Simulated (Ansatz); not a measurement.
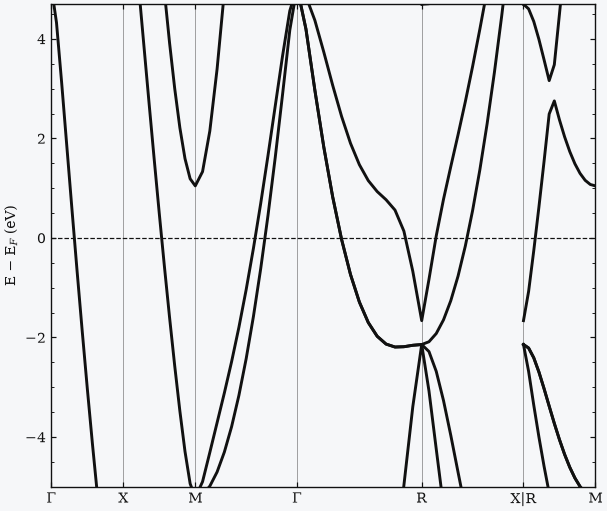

Band structure. Energies are counted from the Fermi level.

Question: Which Bravais lattice do the labels of the path belong to?

Answer: A simple cubic lattice: the path Γ–X–M–Γ–R–X|R–M runs through the special points of its Brillouin zone.

Calculation on P, space group Pm-3m (No. 221), 1 atom in the cell.

Level of theory: DFT PBE, scalar-relativistic, plane waves, PAW, no spin polarisation, 22×22×22 k mesh, 420 eV cutoff; code Ansatz.

Question: Is there a gap at the Fermi level?

Answer: A metal: 3 bands cross the Fermi level along this path.

Question: On which lines of the path do bands cross the Fermi level?

Answer: Bands cross the Fermi level on every line of the path.

The structure is an invented one, so it need not be a known or stable phase.
